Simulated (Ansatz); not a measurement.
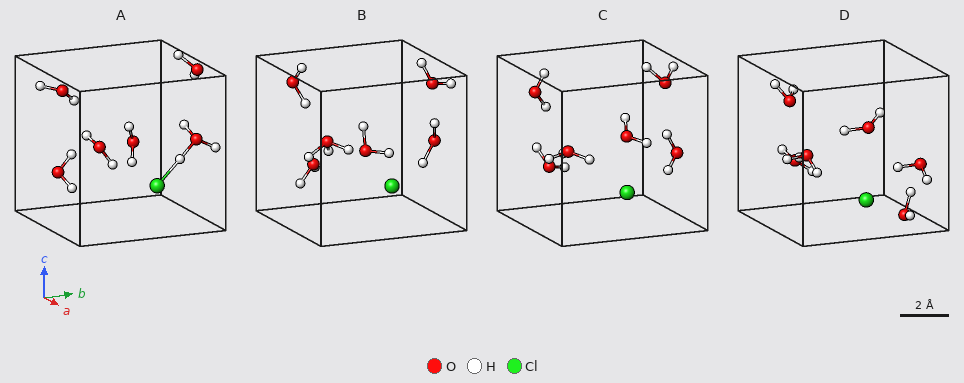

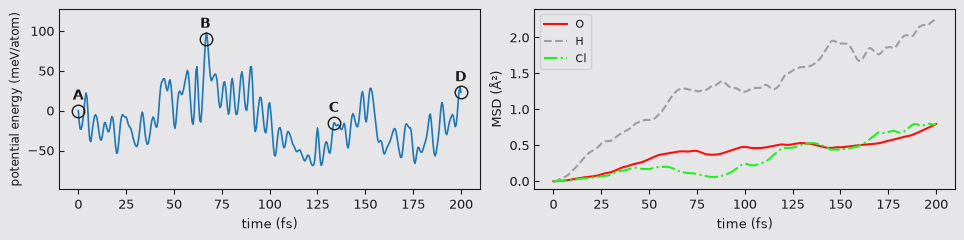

First-principles dynamics of a periodic cell with 6 H2O + 1 HCl at 0.799 g/cm³, 200 fs long. It starts from the last geometry of an earlier run, with fresh velocities. Frames (A at 0 fs, B at 66 fs, C at 134 fs, D at 200 fs) and the history of the run. Style: ball-and-stick. Shown: the simulation cell, slightly off an axis. Atoms that leave the cell re-enter on the other side.

Method: DFT PBE-D3(BJ), scalar-relativistic, plane waves, PAW (Ansatz). Settings: plane-wave cutoff 420 eV; k-point mesh 1 × 1 × 1; Fermi-Dirac smearing 0.05 eV; low-accuracy preset; Langevin thermostat (NVT); set temperature 1500 K; time step 0.5 fs; friction 0.05 per fs.

Question: Describe the run.

Answer: Over the second half the temperature averages 1398 K (spread ±209 K). The potential energy in the second half lies on average 30.2 meV per atom below the first frame. Root-mean-square distances from the starting positions over the second half, with the common drift of all atoms taken out: H 1.32 Å, O 0.73 Å, Cl 0.73 Å. The heavy atoms stay within a fraction of a molecule's size of their starting places, while the hydrogen atoms travel further, as molecules turn; so short a run doesn't tell a liquid from a solid. Bond changes: 2 H–O bonds break between 18.5 fs and 60 fs; 2 H–O bonds form between 27 fs and 36 fs; one Cl–H bond breaks at about 39 fs; one H–O contact opens and closes in turn.

Limits of the set-up: the program's low-accuracy preset was used; the periodic images lie only 6.7 Å apart, so the values are limited by the cell's size.

The run took 7.1 min on 1 thread of Arm Neoverse V2, on a shared host, peak memory 0.35 GiB.
